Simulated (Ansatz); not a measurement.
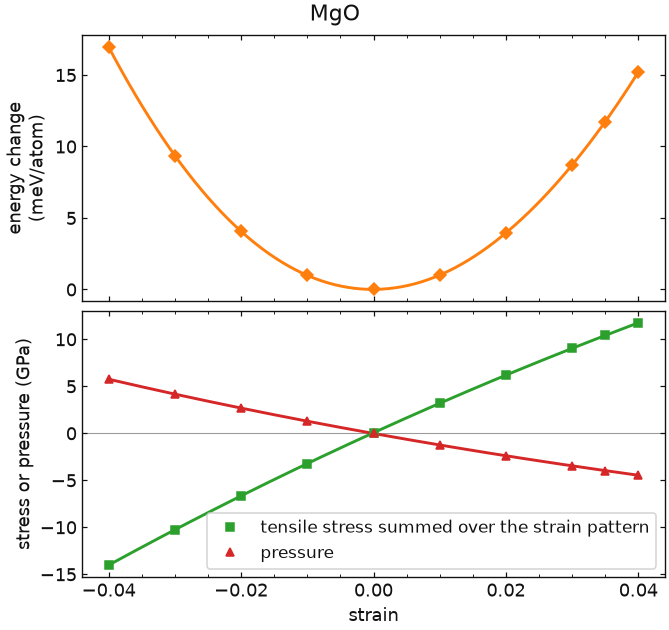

Method: homogeneous strain of a crystal along one Voigt pattern with engineering shear, fractional coordinates fixed, by plane-wave density functional theory with PAW datasets, free energies less that of the undisturbed cell, pressure positive in compression; scalar-relativistic (Ansatz 0.2.0). Level: PBE, no spin polarisation.

wave cutoff 420 eV; k mesh 9×9×8; occupations Gaussian; smearing width 0.05 eV; k shift (0, 0, 0) (mesh steps); start as given; strain pattern (0, 1, 0, 0, 0, 0) (xx yy zz yz xz xy with engineering shear).

The given structure:
```xyz
2
Lattice="2.9380 0.0000 0.0000 -1.4690 2.5444 0.0000 0.0000 0.0000 2.6797" Properties=species:S:1:pos:R:3 pbc="T T T"
Mg    0.0000    0.0000    0.0000
O     0.0000    1.6963    1.3398
```

Caption: Energy change, tensile stress summed over the strain pattern and pressure against strain for MgO, space group P-6m2 (No. 187).

The energy rises on both sides of the starting structure, which is therefore a minimum along this path. The energy change is 16.95 meV/atom at strain −0.040 and 15.20 meV/atom at 0.040; the lowest computed point is at strain 0.000 (0.00 meV/atom). The tensile stress summed over the strain pattern rises from −14.0 GPa at strain −0.040 to 11.7 GPa at 0.040, and changes sign near 0.000. The pressure falls from 5.7 GPa at strain −0.040 to −4.5 GPa at 0.040, and changes sign near 0.000. The slope of stress against strain at the start, which at zero pressure is the clamped-ion constant C22, is 321 GPa.

Note: odd k mesh can miss points on the zone edge; reference crystal is not relaxed.
